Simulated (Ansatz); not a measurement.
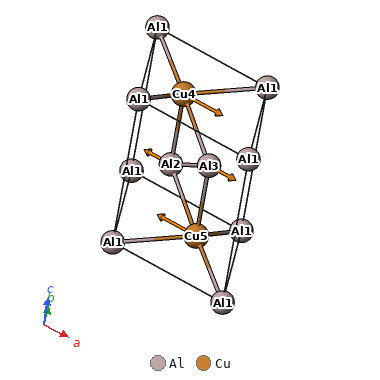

The system is Al₃Cu₂ (P-3m1, No. 164; 5 atoms in the cell); the picture shows the reference structure; orange arrows give the pattern of the mode. The energy is mapped over a normal mode and a strain (zone-centre modes of the 5-atom cell of this scan) (x along [1 0 0], y along [1 2 0], z along [0 0 1] of the conventional cell). Coordinates scanned: (1) amplitude of mode 4 (128 cm⁻¹), largest displacement in the unstrained cell; (2) strain +e along z and -e/2 along x and y. Nothing is relaxed (the pattern is fixed in fractional coordinates). Grid: 11 × 7 points; 42 points were computed and 35 follow by symmetry. Points are written as (first, second). All energies are given in eV per cell relative to the lowest grid point. Level of theory: DFT LDA, scalar-relativistic, plane waves, PAW in Ansatz 0.2.0. Settings: cutoff 520 eV, k-mesh 12×12×8 in the order of the run's cell vectors, gaussian smearing 0.15 eV, no spin polarisation.

Its coordinates:

```yaml
crystal:
  lattice:
    - [4.05572, 0.00000, 0.00000]
    - [-2.02786, 3.51235, 0.00000]
    - [0.00000, 0.00000, 4.93155]
  atoms:
    - { symbol: Al, position: [0.00000, 0.00000, 0.00000] }
    - { symbol: Al, position: [0.33333, 0.66667, 0.35089] }
    - { symbol: Al, position: [0.66667, 0.33333, 0.64911] }
    - { symbol: Cu, position: [0.33333, 0.66667, 0.84159] }
    - { symbol: Cu, position: [0.66667, 0.33333, 0.15841] }
```

The input of one point:

```yaml
crystal:
  lattice:
    - [4.0557157516, 0.0, 0.0]
    - [-2.0278578758, 3.5123528714, 0.0]
    - [0.0, 0.0, 4.9315479608]
  atoms:
    - { symbol: Al, position: [0.0, 0.0, 0.0] }
    - { symbol: Al, position: [0.3333333333, 0.6666666667, 0.3508928116] }
    - { symbol: Al, position: [0.6666666667, 0.3333333333, 0.6491071884] }
    - { symbol: Cu, position: [0.3333333333, 0.6666666667, 0.841587066] }
    - { symbol: Cu, position: [0.6666666667, 0.3333333333, 0.158412934] }
basis:
  ecutwfc: 520.0
kpoints:
  mp_grid: { grid: [12, 12, 8] }
hamiltonian:
  xc: lda
  pseudopotentials: { kind: paw, azcp: { folder: soft_1 } }
scf:
  occupations: { method: gaussian, width: 0.15 }
output:
  forces: true
  stress: true
  eigenvalues: true
  write_density: true
  write_potential: true
  elf: true
  volumetric_format: npy
```

Range: amplitude of mode 4 (128 cm⁻¹), largest displacement in the unstrained cell from −0.206 to 0.206 Å; strain +e along z and -e/2 along x and y from −7.00 to 7.00 %.

Q: What will the energy surface look like?

A: The lowest grid point is at (0.000 Å, 0.00 %). It is the only kind of minimum in the scanned range. The highest grid point, (−0.206 Å, 7.00 %), lies 0.530 eV above the lowest.

```csv
"second ↓, first →",−0.206,−0.165,−0.124,−0.082,−0.041,0.000,0.041,0.082,0.124,0.165,0.206
7.00,0.530,0.433,0.359,0.307,0.277,0.266,0.277,0.307,0.359,0.433,0.530
4.67,0.377,0.284,0.214,0.166,0.137,0.127,0.137,0.166,0.214,0.284,0.377
2.33,0.264,0.178,0.114,0.070,0.043,0.035,0.043,0.070,0.114,0.178,0.264
0.00,0.201,0.125,0.069,0.030,0.007,0.000,0.007,0.030,0.069,0.125,0.201
−2.33,0.202,0.139,0.094,0.063,0.045,0.040,0.045,0.063,0.094,0.139,0.202
−4.67,0.279,0.232,0.200,0.180,0.169,0.165,0.169,0.180,0.200,0.232,0.279
−7.00,0.441,0.414,0.398,0.391,0.388,0.388,0.388,0.391,0.398,0.414,0.441
```

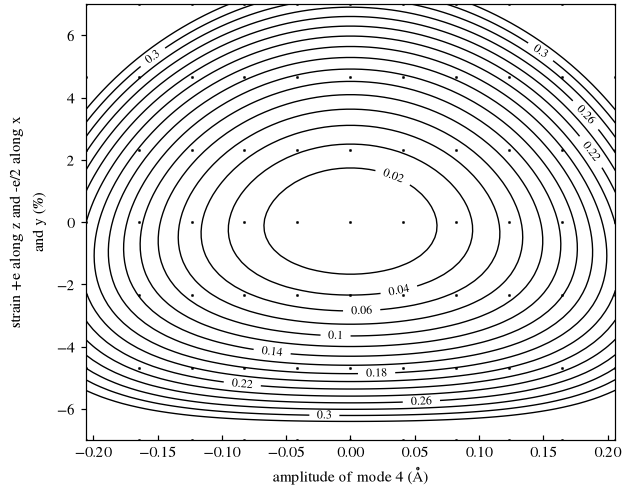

The picture shows contour lines labelled in eV (none above 0.32), dots at the grid points. Between grid points the surface is interpolated.

The whole map (42 points run) took 16 min on 4 threads of AMD EPYC 7R43 64-Core Processor (Zen 3) (shared host).
